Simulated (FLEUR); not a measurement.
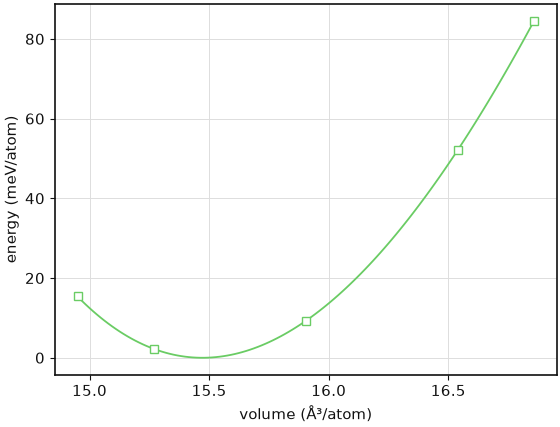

Method: all-electron LAPW DFT, no spin polarisation; energies at scaled volumes of the given cell, shape and fractions fixed, counted from the fit's minimum, third-order Birch-Murnaghan fit (FLEUR MaX-R8.1 (later development tree)). Level: r2SCAN.

```
         setting                          value
          k mesh                       12×12×12
     occupations                    Fermi–Dirac
  smearing width                        0.05 eV
      potentials                   all electron
program settings  basis FLAPW, kmax 4.17 1/bohr
```

Cell as given: a = 2.744 Å, b = 2.744 Å, c = 2.744 Å, α = 109.47°, β = 109.47°, γ = 109.47°; 1 atom.

**Figure.** Energy against volume for Pt, space group Im-3m (No. 229).

A third-order Birch–Murnaghan fit gives V0 = 15.47 Å³/atom, B0 = 260 GPa and B′ = 5.2. The energy is 15.38 meV/atom at volume 14.95 Å³/atom and 84.51 meV/atom at 16.86 Å³/atom; the lowest computed point is at volume 15.27 Å³/atom (2.20 meV/atom), and no other minimum shows.

Caveats: spin-orbit coupling left out, heavy elements.
